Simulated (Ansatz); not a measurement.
**SnO2: density, localisation and related maps**

Input file:

```
crystal:
  lattice:
    - [3.2514691359, 1.8772365809, 4.4537473212]
    - [-3.2514691359, 1.8772365809, 4.4537473212]
    - [0.0, -3.7544731617, 4.4537473212]
  atoms:
    - { symbol: Sn, position: [0.861181, 0.861181, 0.861181] }
    - { symbol: Sn, position: [0.365956, 0.365956, 0.866079] }
    - { symbol: Sn, position: [0.365956, 0.866079, 0.365956] }
    - { symbol: Sn, position: [0.866079, 0.365956, 0.365956] }
    - { symbol: O, position: [0.125994, 0.621031, 0.621031] }
    - { symbol: O, position: [0.621031, 0.125994, 0.621031] }
    - { symbol: O, position: [0.621031, 0.621031, 0.125994] }
    - { symbol: O, position: [0.608051, 0.608051, 0.608051] }
    - { symbol: O, position: [0.124863, 0.124863, 0.124863] }
    - { symbol: O, position: [0.104115, 0.104115, 0.609074] }
    - { symbol: O, position: [0.104115, 0.609074, 0.104115] }
    - { symbol: O, position: [0.609074, 0.104115, 0.104115] }
basis:
  ecutwfc: 420
kpoints:
  mp_grid: { grid: [6, 6, 6] }
hamiltonian:
  xc: pbesol
  pseudopotentials: { kind: paw }
  dispersion: d3bj
scf:
  occupations: { method: gaussian, width: 0.02 }
output:
  forces: true
  stress: true
  eigenvalues: true
  write_density: true
  write_potential: true
  elf: true
  volumetric_format: npy
relax:
  adjacent_minimum: "off"
  f_tol: 0.005
  max_steps: 80
  cell: { stress_tol: 0.05 }
```

Launched as:

```sh
ansatz run input.yaml --threads 4 --pin off --max-ram 8192MiB --backend cpu --events-out ev --progress --plain --runs-dir out
```

The fields are those of the relaxed geometry.

Space group R-3m; a structure from a database of computed crystals, not necessarily the ambient phase.

Theory: DFT PBEsol+D3(BJ), scalar-relativistic, plane waves, PAW in Ansatz.

The density is the valence pseudo-density of a PAW calculation; it isn't the true density close to the nuclei.

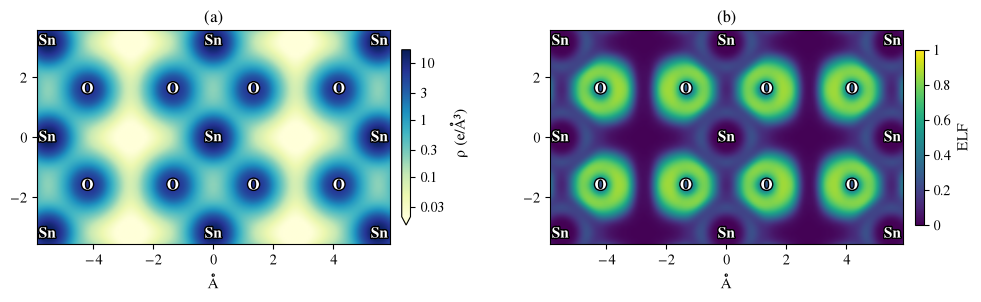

Figure 1. (a) valence pseudo-density; (b) ELF on the (110) plane of the calculation cell.

Describe what can be read from this map.

Answer. The section cuts through Sn and O sites. Sn–O (2.10 Å): ρ at the midpoint is about 0.64 e/Å³; the ELF peaks at about 0.80 in the valence shell of O, 0.6 Å from its nucleus, and is about 0.25 at the midpoint (no shared electron pair shows on this line). Between the atoms the lowest density in this plane is 0.01 e/Å³.

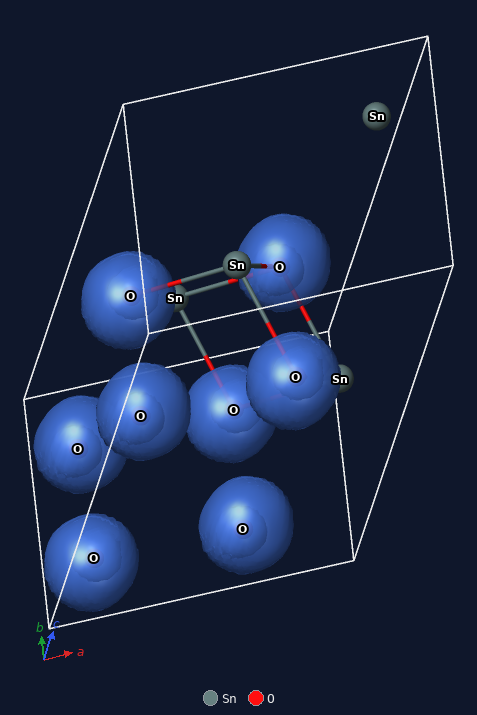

Figure 2. Isosurface of the ELF at 0.75 (blue), seen at an oblique angle. Only the valence region is drawn (cores and ρ < 0.01 e/Å³ removed). Sticks mark near contacts.

Describe the localisation domains.

Answer. The surface consists of eight regions wrapped around O (the valence shell of each), counted in one cell of 12 atoms. Any copies at cell faces, edges or corners count once.

Does the calculation make it a metal, or give it a gap?

Answer. It is gapped, with a Kohn–Sham gap of 1.5 eV on the k-point mesh, an upper bound to the gap of this method.
